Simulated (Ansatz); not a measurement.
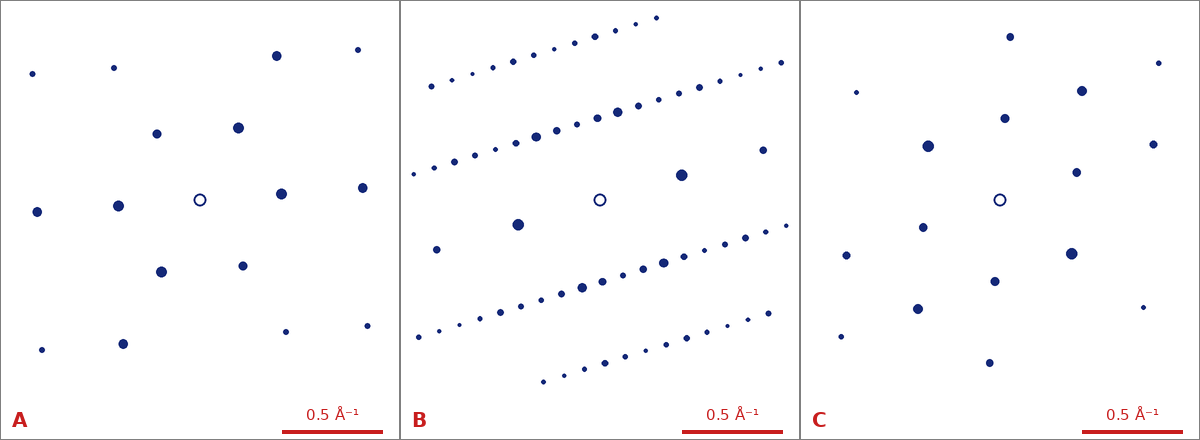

The patterns are kinematic simulations for 120 kV electrons (no multiple scattering; isotropic B = 0.5 Å²).

All three come from Ti, space group P6_3/mmc (No. 194), a = 2.93 Å, c = 9.37 Å (hexagonal axes). Structure: the geometry relaxed with Ansatz 0.2.0, DFT, r2SCAN, plane waves (500 eV) with PAW, scalar-relativistic; the starting structure was generated, so it need not be a known form of this composition.

```csv
atom,site,symmetry,x,y,z
Ti,2a,-3m.,0.0000,0.0000,0.0000
Ti,2c,-6m2,0.3333,0.6667,0.2500
```

> Assign the zone axes [100], [101], [211] to A, B and C.

A is [101]: centred rectangular net of 0 1 0 at d = 2.54 Å and 1 0 -1 at d = 2.45 Å, at 61.1°. B is [100]: rectangular net of 0 0 1 (itself extinct) at d = 9.37 Å and 0 1 0 at d = 2.54 Å, at 90.0°. C is [211]: centred rectangular net of 0 1 -1 at d = 2.45 Å and -1 1 1 at d = 2.45 Å, at 66.6°.
